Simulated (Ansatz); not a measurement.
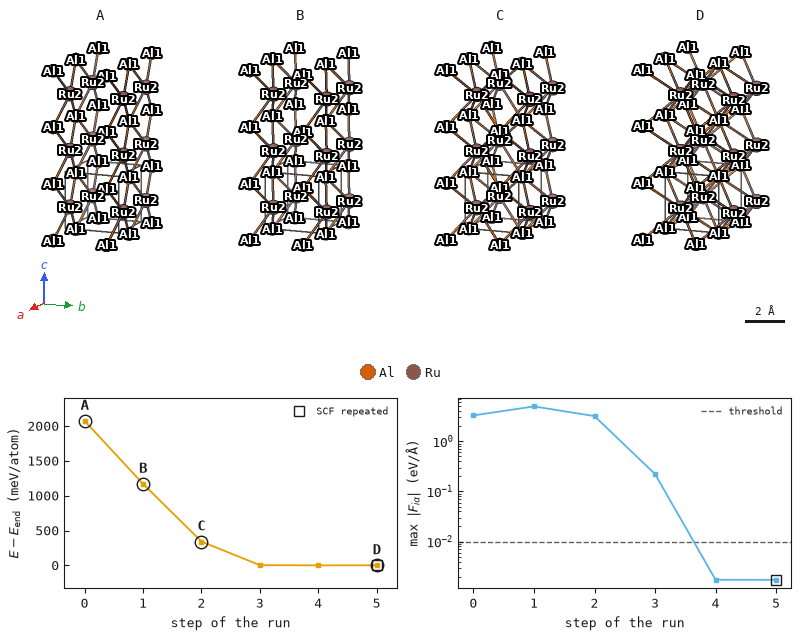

Frames of a relaxation of a crystal of AlRu (set up in Pm), marked on the history of the run. The picture is a ball-and-stick view of the cell of the calculation, repeated 2 × 2 × 3 with one cell outlined, seen slightly off an axis.

All numbers below come from Ansatz, DFT PBEsol, scalar-relativistic, plane waves, PAW. Settings: plane-wave cutoff 420 eV; k-point mesh 12 × 12 × 12; occupations gaussian; smearing width 0.15 eV; no spin polarisation; atoms relaxed in a fixed cell; force threshold 0.01 eV/Å; at most 80 steps.

What happens along the run?

The largest moves, 0.60 Å, are those of Al1 and Ru2. Al1 goes along −b. Largest moves by element: Al 0.60 Å, Ru 0.60 Å. The cell doesn't change. Near-neighbour distances that change, for instance: Al1–Ru2 3.434 → 2.578 Å, Al1–Ru2 (another image) 3.393 → 2.578 Å, Al1–Ru2 (another image) 2.092 → 2.577 Å, Al1–Ru2 (another image) 2.157 → 2.578 Å. New bonds form, among them: Al1–Ru2 (3.39 → 2.58 Å), Al1–Ru2 (3.43 → 2.58 Å). Bond angles that change, for instance: Ru2–Al1–Ru2 164.3° → 109.5°, Al1–Ru2–Al1 164.3° → 109.5°, Ru2–Al1–Ru2 90.7° → 70.5°. The space group (tolerance 0.01 Å) goes from Pm (No. 6) to Pm-3m (No. 221). Over 4 accepted moves (5 points after the start) the energy falls by 2074 meV per atom. The largest force component goes from 3.3 to 0.0017 eV/Å. 1 step only repeated the SCF at the same geometry. The run took 71 s on 2 threads of Arm Neoverse V2, with other jobs on the host, peak memory 0.66 GiB. From step 0 to 1: Al and Ru atoms move most (0.20 Å), energy −904 meV per atom. From step 1 to 2: Al and Ru atoms move most (0.20 Å), energy −828 meV per atom. From step 2 to 5: Al and Ru atoms move most (0.21 Å), energy −342 meV per atom.

```tsv
step	E − E(0), meV/atom	largest force component, eV/Å	note
0	0.00	3.2957	
1	-903.94	4.9872	
2	-1731.75	3.1962	
3	-2070.99	0.2224	
4	-2073.65	0.0017	
5	-2073.65	0.0017	same geometry, SCF repeated
```
